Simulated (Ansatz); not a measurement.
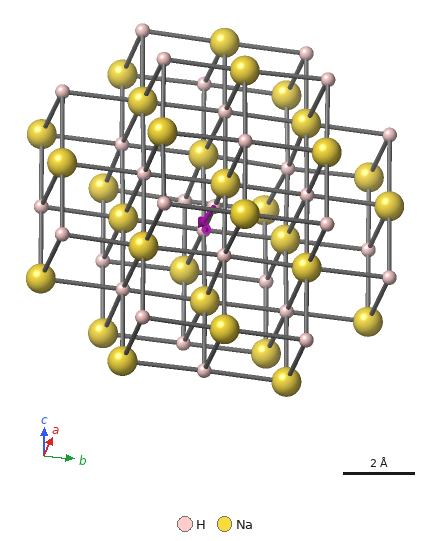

This is a relaxation of a defect cell of composition H33Na32. The starting structure is drawn; purple arrows show the displacements, at their true length.

The picture is a ball-and-stick view of the atoms within 5.8 Å of the atom that moves most (axes of the cell of the calculation (origin shifted)), seen from a free direction.

Level of theory: DFT, PBEsol, PAW, plane waves in Ansatz 0.2.0. (plane-wave cutoff 420 eV; k-point mesh 1 × 1 × 1; mesh shifted by (0.25, 0.25, 0.25); collinear spin; atoms relaxed in a fixed cell; force threshold 0.03 eV/Å; at most 80 steps)

**Which element moves most?**

Hydrogen: up to 0.90 Å, against 0.16 Å for sodium.

**Describe the change and its energy.**

After 8 geometry steps the energy has fallen by 2.471 eV per cell of the calculation. The largest force component goes from 8.7 to 0.014 eV/Å. The atom that moves furthest is an H atom (0.90 Å along [−3 −1 −1]). Largest moves by element: H 0.90 Å, Na 0.16 Å. The lattice vectors keep their values. Some distances before and after: H–Na 1.275 → 2.211 Å, H–Na 2.710 → 2.260 Å, H–Na 2.663 → 2.255 Å, H–Na 2.381 → 2.780 Å. Bond angles that change, for instance: Na–H–Na 91.9° → 102.3°, Na–H–Na 91.1° → 99.6°, H–Na–H 91.5° → 83.5°.
